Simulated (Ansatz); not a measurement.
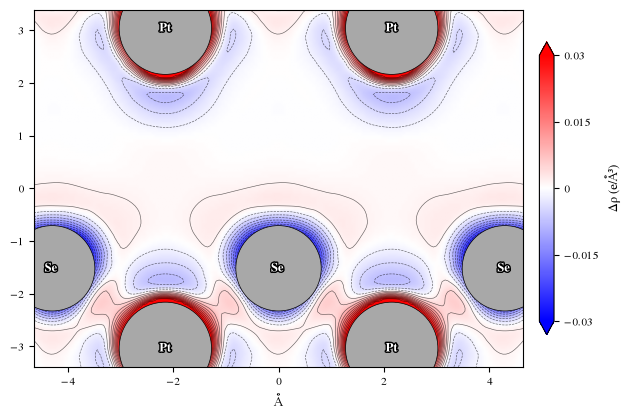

PtSe. Difference of the valence pseudo-densities of two functionals at the same geometry, on the (101̄) plane of the calculation cell: one of HF and HSE06 less the other.

Space group F-43m; a generated structure, not necessarily the stable one; built by placing these elements on a known structure type.

Both computed with Ansatz (plane waves, PAW), on the same k-point mesh. Grey discs cover the atomic cores.

```yaml
crystal:
  lattice:
    - [0.00000, 3.03745, 3.03745]
    - [3.03745, 0.00000, 3.03745]
    - [3.03745, 3.03745, 0.00000]
  atoms:
    - { symbol: Pt, position: [0.00000, 0.00000, 0.00000] }
    - { symbol: Se, position: [0.25000, 0.25000, 0.25000] }
```

Question: Which was subtracted from which, and what does the map show?

Answer: It is HF less HSE06. Against HSE06, HF gives more density around Pt (+0.008 e/Å³ on average at 1.0 Å from the nucleus), less density around Se (−0.007 e/Å³ on average at 1.0 Å from the nucleus) and a change of +0.005 e/Å³ at the midpoint of Pt–Se.
